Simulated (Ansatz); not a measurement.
## Band-structure calculation, with input and output: CaSe

The run: band-structure calculation of CaSe (P6₃/mmc, 4 atoms in the cell). Method and program: DFT, PBE, plane waves, PAW, no spin polarisation (Ansatz 0.2.0).

The structure was built on a prototype by a generator. The geometry comes from this level: r2SCAN (a point of a series of strains). It belongs to a series of runs on one base structure; here: epitaxial_xy strain -2.5%.

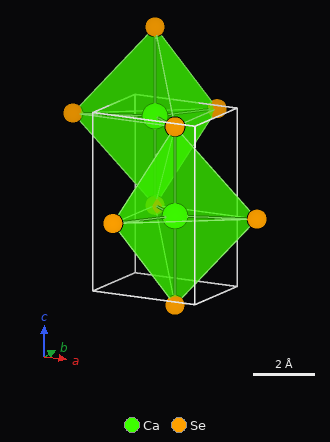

Figure 1. The input geometry (polyhedral view of the cell of the calculation, seen slightly off an axis; polyhedra are completed across the faces of the cell).

## Input file
```yaml
crystal:
  lattice:
    - [4.8804567548, 0.0, 0.0]
    - [-2.4402283774, 4.2265995317, 0.0]
    - [0.0, 0.0, 5.9217821073]
  atoms:
    - { symbol: Ca, position: [0.3333333333, 0.6666666667, -0.0625] }
    - { symbol: Ca, position: [0.6666666667, 0.3333333333, 0.4375] }
    - { symbol: Se, position: [0.3333333333, 0.6666666667, 0.4375] }
    - { symbol: Se, position: [0.6666666667, 0.3333333333, 0.9375] }
kpoints:
  mp_grid: { grid: [6, 6, 4] }
  band_path:
    path:
      - [0.0, 0.0, 0.0]
      - [0.5, 0.0, 0.0]
      - [0.3333333333, 0.3333333333, 0.0]
      - [0.0, 0.0, 0.5]
      - [0.5, 0.0, 0.5]
      - [0.3333333333, 0.3333333333, 0.5]
    npoints: 1
hamiltonian:
  xc: pbe
scf:
  occupations: { method: fermi_dirac, width: 0.02 }
  n_extra_bands: 5
output:
  forces: true
  stress: true
  eigenvalues: true
  write_density: true
  write_potential: true
  elf: true
  volumetric_format: npy
```

Command:
```bash
ansatz run input.yaml --threads 2 --pin off --max-ram 2211MiB --backend cpu --events-out ev --progress --plain --runs-dir out
```

## What the program printed
```
scf.n_extra_bands = 5 over 26 filled bands (N_el = 52.0): the run solves 31 bands
Engine: ansatz 0.2.0, x86_64-unknown-linux-gnu
Pseudopotentials: kind: paw
Pseudopotential: Ca, paw, valence charge 10, recommended cutoff 420 eV (normal), Ca.paw.azcp
Pseudopotential: Se, paw, valence charge 16, recommended cutoff 420 eV (normal), Se.paw.azcp
Functional definition: PBE
  parameter kappa = 0.804
  parameter beta = 0.06672455060314922
  exchange = pbe_x(kappa = kappa, mu = beta*pi^2/3)
  correlation = pbe_c(beta = beta)
Crystal: 4 atoms, lattice volume = 122.153 Å³
Basis set: ecut = 420 eV, 2389 PW (Γ), exchange–correlation on 72×72×80 points (8 copies of the dense FFT grid, shifted against one another)
Bands: 31, of which v1, the nominal top of the filled ones, is band 26 counted from 1 (25 counted from 0)
Symmetry: 24 space group operations
Space group: P63/mmc (ITA 194), of the structure as read, at distance tolerance 5.0e-5 Å
k-points: 21 of 144
Non-local potential: Ca, projectors of the file, l = 0: 3, l = 1: 2, l = 2: 2
Non-local potential: Se, projectors of the file, l = 0: 2, l = 1: 2, l = 2: 3, l = 3: 1
PAW form: soft (Blöchl's): semilocal exchange-correlation on the pseudo side does not see the compensation charge
PAW one-centre angular grid: Ca, 110 points (default); XC on 64 Gauss nodes
PAW one-centre angular grid: Se, 590 points (default); XC on 64 Gauss nodes
Initial density: superposition of atomic densities (neutral atoms: chi_scale 0, normalization atom), corrected by the library's trained network
Initial wavefunctions: pseudopotential atomic-orbital guess
Functional: x = pbe(κ = 0.804, μ = 0.2195149727645171), c = pbe(β = 0.06672455060314922)
SCF iter   1: F=—  HF=-14579.467263 eV  |F-HF|=—  |Δ(HF+E_count)|=         —  Δρ=6.24e-4  dr2=5.70e-4  ethr=1.77e-3  ⟨swp⟩=8.0  Hψ=3248  notcnv=0
preconditioner: auto → Resta (q_TF=auto, 2.366 Å⁻¹)  ε∞=3.7  [insulator: Δε(μ)=2.355 eV  Ē_g=8.196 eV  σ=0.020 eV  W_gap=1.00  n_scr=22 (ndim 8)  ℏωp=13.4 eV  f_vac=0.160  D(μ)=0.00/eV (n_scr^D=0)  ε∞_Penn≈3.7]
SCF iter   2: F=—  HF=-14579.467706 eV  |F-HF|=—  |Δ(HF+E_count)|=   4.43e-4  Δρ=4.06e-4  dr2=3.41e-4  ethr=1.10e-6  ⟨swp⟩=2.0  Hψ=1436  notcnv=0  defer=12
SCF iter   3: F=—  HF=-14579.468036 eV  |F-HF|=—  |Δ(HF+E_count)|=   3.30e-4  Δρ=1.85e-4  dr2=6.74e-5  ethr=6.56e-7  ⟨swp⟩=2.0  Hψ=1227  notcnv=0  defer=12
SCF iter   4: F=—  HF=-14579.468166 eV  |F-HF|=—  |Δ(HF+E_count)|=   1.30e-4  Δρ=1.07e-4  dr2=2.70e-5  ethr=1.30e-7  ⟨swp⟩=2.0  Hψ=842  notcnv=0  defer=12
SCF iter   5: F=—  HF=-14579.468172 eV  |F-HF|=—  |Δ(HF+E_count)|=   6.62e-6  Δρ=4.67e-5  dr2=5.48e-6  ethr=5.20e-8  ⟨swp⟩=2.0  Hψ=753  notcnv=0  defer=12
SCF iter   6: F=—  HF=-14579.468173 eV  |F-HF|=—  |Δ(HF+E_count)|=   5.12e-7  Δρ=1.57e-5  dr2=6.23e-7  ethr=1.05e-8  ⟨swp⟩=2.0  Hψ=1176  notcnv=0  defer=12
SCF iter   7: F=-14579.468173 eV  HF=-14579.468173 eV  |F-HF|=1.56e-8  |Δ(HF+E_count)|=   4.50e-8  Δρ=2.66e-6  dr2=1.82e-8  ethr=1.92e-10  ⟨swp⟩=10.0  Hψ=4705  notcnv=0
SCF 1 converged in 7 iterations: F = -14579.468173 eV  dr2 = 1.82e-8
  greatest PAW one-centre occupation: 1.000 electrons in one spin orbital (limit 2), on the Se atom at site 3 (counted from 0), in its partial waves of l = 2
```

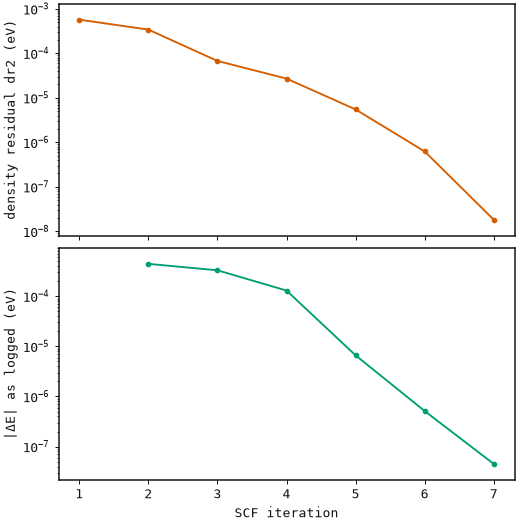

Figure 2. Convergence of the self-consistent field: density residual dr2 and size of the energy change against the SCF iteration. The residual falls at every step.

```
NSCF: frozen V_eff on 6 k-points
SCF converged after 7 iterations
Free energy (F): -14579.468173 eV
Harris-Foulkes:  -14579.468173 eV  (|F-HF|=1.56e-8)
Internal energy: -14579.468173 eV  (E = F + TS)
E sigma→0 (E₀):  -14579.468173 eV
Fermi energy:    6.535422 eV
--- Per-component energies (eV) ---
  E_band       = -1111.169028
  E_kinetic    = 798.645343
  E_local      = -7265.507628  (includes V_loc(G=0)·N_el)
  E_nonlocal   = -1066.480219
  E_hartree    = 3327.049824
  E_xc         = -486.635839
  E_vxc        = -543.622008  (∫ρ·V_xc dr)
  E_paw        = -5537.851126  (= ΣΔE_a)
  E_vpaw       = 311.702204  (= ΣTr[D̂ρ^β])
  E_aug_tail   = -0.001191  (compensation charges beyond the density's cutoff)
  E_ewald      = -4348.687335
  E_smearing   = -0.000000  (= −TS)
  E_closure    = -0.000000  (closes the sum)
  Σ components = -14579.468173   (vs F -14579.468173, Δ=0.00e0)
--- Forces (eV/Å), atoms counted from 1 ---
  atom   1  Ca     0.00000000    -0.00000000     0.00000000
  atom   2  Ca     0.00000000     0.00000000     0.00000000
  atom   3  Se    -0.00000000    -0.00000000     0.00000000
  atom   4  Se     0.00000000     0.00000000     0.00000000
  max |Σ_I F_I| component: 3.70e-17 eV/Å
--- Stress (GPa, compression-positive) ---
        3.159621      -0.000000       0.000000
       -0.000000       3.159621       0.000000
        0.000000       0.000000       0.515297
  P = ⅓ Tr σ = 2.2782 GPa (22.782 kbar)
--- Band table (eV; the first three rows and the last of 21) ---
  k-point 0: bands = ["-40.4805", "-40.4802", "-40.4743", "-40.4743", "-40.4743", "-40.4743", "-40.4738", "-40.4738", "-40.4736", "-40.4736", "-34.4332", "-34.4233", "-15.4987", "-15.4938", "-15.4938", "-15.4631", "-15.4631", "-15.4137", "-6.2994", "-5.7832", "3.0711", "3.7345", "3.7345", "4.1804", "4.1804", "5.3622", "8.0515", "8.9588", "8.9588", "9.6155", "10.4039"]
  k-point 1: bands = ["-40.4805", "-40.4803", "-40.4743", "-40.4743", "-40.4743", "-40.4743", "-40.4738", "-40.4738", "-40.4736", "-40.4736", "-34.4318", "-34.4248", "-15.4896", "-15.4892", "-15.4892", "-15.4675", "-15.4675", "-15.4295", "-6.1895", "-5.8188", "3.0434", "3.7661", "3.7661", "4.0717", "4.0717", "4.4219", "8.5283", "9.3831", "9.3831", "10.1317", "10.8301"]
  k-point 2: bands = ["-40.4804", "-40.4804", "-40.4743", "-40.4743", "-40.4743", "-40.4743", "-40.4737", "-40.4737", "-40.4737", "-40.4737", "-34.4283", "-34.4283", "-15.4783", "-15.4783", "-15.4783", "-15.4783", "-15.4629", "-15.4629", "-5.9667", "-5.9667", "3.3755", "3.3755", "3.8824", "3.8824", "3.8824", "3.8824", "9.2674", "9.2674", "10.3422", "10.3422", "10.3422"]
  k-point 20: bands = ["-40.4803", "-40.4803", "-40.4744", "-40.4744", "-40.4743", "-40.4743", "-40.4737", "-40.4737", "-40.4737", "-40.4737", "-34.4275", "-34.4275", "-15.5402", "-15.5402", "-15.4898", "-15.4898", "-15.4287", "-15.4287", "-5.7645", "-5.7645", "2.6802", "2.6802", "3.7451", "3.7451", "4.4439", "4.4439", "8.7177", "8.7177", "10.1253", "10.1253", "10.7058"]
```

## File rho_z.tsv
```
# z_ang	rho[e/angstrom^3]
# format = ansatz-planar-average/11
# lattice	4.880456755	0.000000000	0.000000000
# lattice	-2.440228377	4.226599532	0.000000000
# lattice	0.000000000	0.000000000	5.921782107
# sites	4
# site	20	0.000000000	2.817733021	-0.370111382
# site	20	2.440228377	1.408866511	2.590779672
# site	34	0.000000000	2.817733021	2.590779672
# site	34	2.440228377	1.408866511	5.551670726
0.000000	6.902967e-1
0.148045	4.283032e-1
0.296089	2.662025e-1
0.444134	1.729977e-1
0.592178	1.195403e-1
0.740223	8.795157e-2
0.888267	7.050782e-2
1.036312	6.268951e-2
1.184356	6.268951e-2
1.332401	7.050782e-2
1.480446	8.795157e-2
1.628490	1.195403e-1
1.776535	1.729977e-1
1.924579	2.662025e-1
2.072624	4.283032e-1
2.220668	6.902967e-1
2.368713	1.038286e0
2.516757	1.320182e0
2.664802	1.320182e0
2.812847	1.038286e0
2.960891	6.902967e-1
3.108936	4.283032e-1
3.256980	2.662025e-1
3.405025	1.729977e-1
3.553069	1.195403e-1
3.701114	8.795157e-2
3.849158	7.050782e-2
3.997203	6.268951e-2
4.145247	6.268951e-2
4.293292	7.050782e-2
4.441337	8.795157e-2
4.589381	1.195403e-1
4.737426	1.729977e-1
4.885470	2.662025e-1
5.033515	4.283032e-1
5.181559	6.902967e-1
5.329604	1.038286e0
5.477648	1.320182e0
5.625693	1.320182e0
5.773738	1.038286e0
```

## File v_z.tsv
```
# z_ang	v_es[eV]	v_tot[eV]
# format = ansatz-planar-average/11
# xc	pbe
# density_cutoff_ev	1680
# datasets	Ca=:simpson_from_first_knot:soft	Se=:simpson_from_first_knot:soft
# lattice	4.880456755	0.000000000	0.000000000
# lattice	-2.440228377	4.226599532	0.000000000
# lattice	0.000000000	0.000000000	5.921782107
# sites	4
# site	20	0.000000000	2.817733021	-0.370111382
# site	20	2.440228377	1.408866511	2.590779672
# site	34	0.000000000	2.817733021	2.590779672
# site	34	2.440228377	1.408866511	5.551670726
0.000000	3.594596e-1	-9.693450e0
0.148045	1.815988e0	-7.466677e0
0.296089	3.541363e0	-4.902789e0
0.444134	5.357288e0	-2.257546e0
0.592178	6.883318e0	2.929819e-3
0.740223	7.839578e0	1.472356e0
0.888267	8.373659e0	2.212826e0
1.036312	8.625464e0	2.634224e0
1.184356	8.625464e0	2.634224e0
1.332401	8.373659e0	2.212826e0
1.480446	7.839578e0	1.472356e0
1.628490	6.883318e0	2.929819e-3
1.776535	5.357288e0	-2.257546e0
1.924579	3.541363e0	-4.902789e0
2.072624	1.815988e0	-7.466677e0
2.220668	3.594596e-1	-9.693450e0
2.368713	-7.131004e-1	-1.136008e1
2.516757	-1.284450e0	-1.225362e1
2.664802	-1.284450e0	-1.225362e1
2.812847	-7.131004e-1	-1.136008e1
2.960891	3.594596e-1	-9.693450e0
3.108936	1.815988e0	-7.466677e0
3.256980	3.541363e0	-4.902789e0
3.405025	5.357288e0	-2.257546e0
3.553069	6.883318e0	2.929819e-3
3.701114	7.839578e0	1.472356e0
3.849158	8.373659e0	2.212826e0
3.997203	8.625464e0	2.634224e0
4.145247	8.625464e0	2.634224e0
4.293292	8.373659e0	2.212826e0
4.441337	7.839578e0	1.472356e0
4.589381	6.883318e0	2.929819e-3
4.737426	5.357288e0	-2.257546e0
4.885470	3.541363e0	-4.902789e0
5.033515	1.815988e0	-7.466677e0
5.181559	3.594596e-1	-9.693450e0
5.329604	-7.131004e-1	-1.136008e1
5.477648	-1.284450e0	-1.225362e1
5.625693	-1.284450e0	-1.225362e1
5.773738	-7.131004e-1	-1.136008e1
```

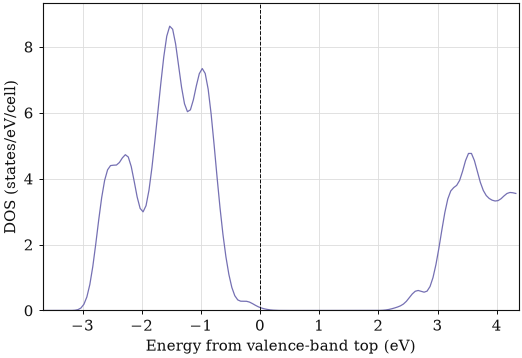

Figure 3. Density of states (the curve is built from the levels of the k mesh with Gaussians 0.3 eV wide, which also blur the band edges), with energies from the valence-band top. There is a gap of 2.36 eV on the k-point mesh. Small ripples come from the finite k-point mesh.

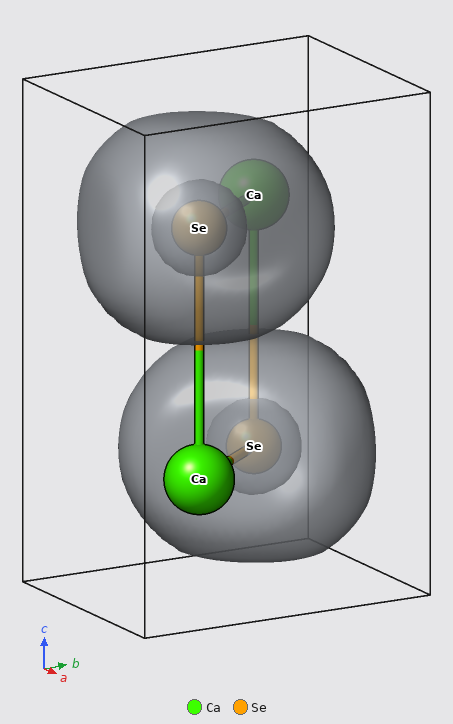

Figure 4. Isosurface of the electron localisation function at 0.65 (grey), seen slightly off an axis. Core shells and regions of very low density are left out. Sticks mark near contacts. The outline is the cell set on symmetry axes. Values along the shortest contacts: Ca–Se (2.82 Å): the ELF is about 0.40 at the midpoint (a closed-shell, largely ionic contact). Ca–Se (2.96 Å): the ELF is about 0.35 at the midpoint (two separate closed shells). In a PAW calculation such maps are meaningful between the atoms, not at the nuclei.

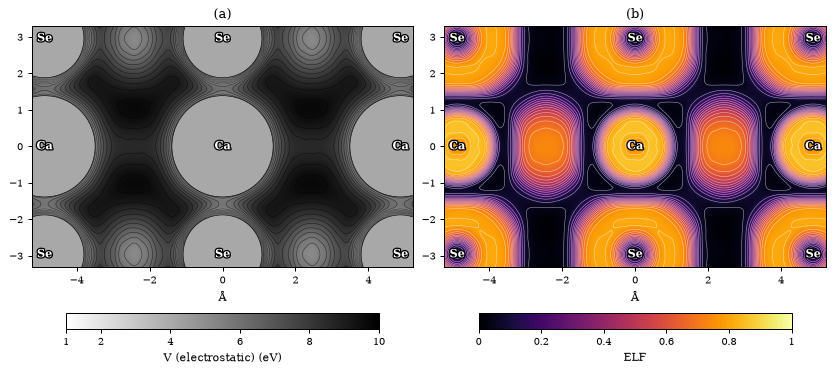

Figure 5. (a) electrostatic potential energy of an electron; (b) electron localisation function on the (010) plane of the conventional cell. Grey discs, where drawn, cover atomic cores. Atoms in the plane: Ca and Se. The strong features right at Ca lie inside the PAW spheres (semicore, d or f shells) and say nothing about bonding. Outside the cores the potential energy rises away from the atoms and is highest about 1.8 Å from the nearest atoms; outside the discs it spans about 8 eV, and its zero is arbitrary.

## Results in brief

```tsv
quantity	value
outcome	converged
space group (tolerance 0.01 Å)	P6₃/mmc (194)
electrons treated	52
free energy	−14579.4682 eV
Fermi energy	6.535 eV
gap on the k-point mesh	2.36 eV
pressure	2.28 GPa
largest force (length of the vector)	under 0.001 eV/Å
hardware	2 threads of an x86-64 CPU, shared host
wall time	7.3 s (CPU time 13 s)
peak memory	0.43 GiB
```
